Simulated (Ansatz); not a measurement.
## Electronic structure of C in real space

The calculation's input:

```
crystal:
  lattice:
    - [2.5221, 0.0, 0.0]
    - [-1.26105, 2.1842026709, 0.0]
    - [0.0, 0.0, 4.1186]
  atoms:
    - { symbol: C, position: [0.6666666667, 0.3333333333, 0.9375] }
    - { symbol: C, position: [0.3333333333, 0.6666666667, 0.4375] }
    - { symbol: C, position: [0.6666666667, 0.3333333333, 0.5625] }
    - { symbol: C, position: [0.3333333333, 0.6666666667, 0.0625] }
hamiltonian:
  xc: pbe0
  pseudopotentials: { kind: paw }
kpoints:
  mp_grid: { grid: [8, 8, 4] }
  band_path:
    path:
      - [[0.0, 0.0, 0.0], [0.5, 0.0, 0.0], [0.3333333333, 0.3333333333, 0.0], [0.0, 0.0, 0.0], [0.0, 0.0, 0.5], [0.5, 0.0, 0.5], [0.3333333333, 0.3333333333, 0.5], [0.0, 0.0, 0.5]]
      - [[0.5, 0.0, 0.5], [0.5, 0.0, 0.0]]
      - [[0.3333333333, 0.3333333333, 0.0], [0.3333333333, 0.3333333333, 0.5]]
    npoints: 4
scf:
  occupations: { method: fermi_dirac, width: 0.05 }
  n_extra_bands: 10
output:
  forces: true
  stress: true
  eigenvalues: true
  fatbands: false
  write_density: true
  write_potential: true
  elf: true
  volumetric_format: npy
```

Below, planes, directions and counts refer to the conventional cell (a = 2.52 Å, b = 2.52 Å, c = 4.12 Å, α = 90.00°, β = 90.00°, γ = 120.00°).

Space group P6₃/mmc; computed pressure about −7 GPa in this cell.

The calculation used Kohn-Sham DFT of a periodic cell, PBE0, Ansatz PAW in Ansatz.

In a PAW calculation such maps are meaningful between the atoms, not at the nuclei.

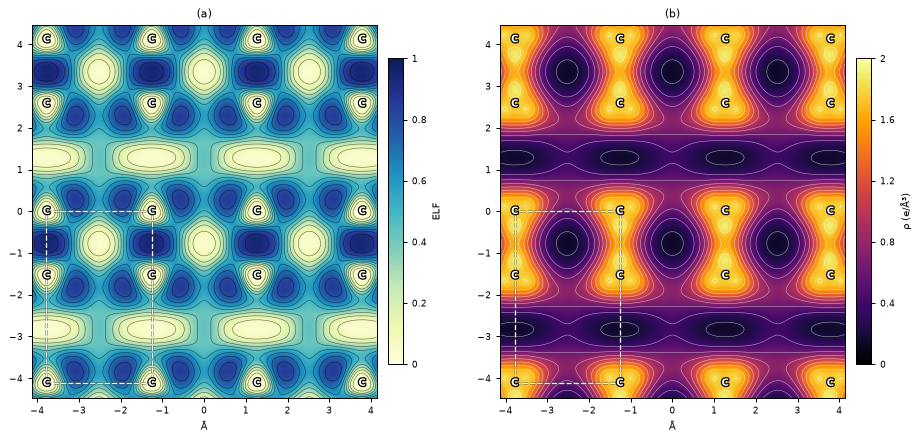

Figure 1. (a) ELF; (b) valence pseudo-density on the (100) plane of the conventional cell.

What does the map show?

Answer. Atoms in the plane: C.
Atoms just off the plane (C, 0.7 Å away) can leave unmarked features too.
C–C (1.54 Å): the density is about 1.6 e/Å³ at the midpoint; the ELF peaks at about 0.95 between the atoms, as expected for a covalent bond.
Between the atoms the lowest density in this plane is 0.14 e/Å³.

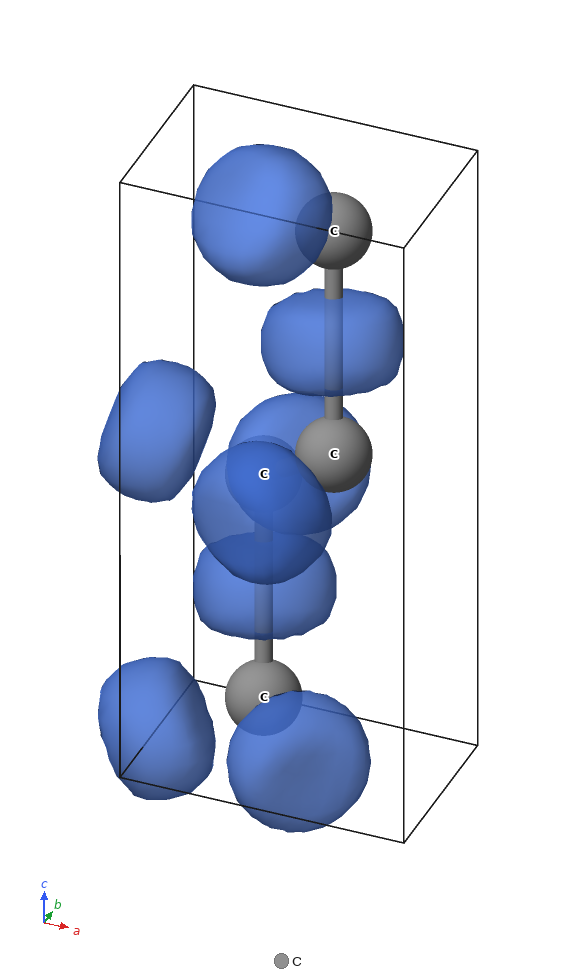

Figure 2. Isosurface of the ELF at 0.75 (blue), seen slightly off an axis. Core shells and regions of very low density are left out. Sticks mark near contacts.

Describe the localisation domains.

Answer. The surface consists of eight regions between bonded C–C atoms (shared pairs), counted in one cell of 4 atoms. Regions shared between cells count once.

Metal or insulator at this level of theory?

Answer. It is gapped, with a Kohn–Sham gap of 5.6 eV on the k-point mesh (the band edges may lie off the mesh, which would make the gap smaller).
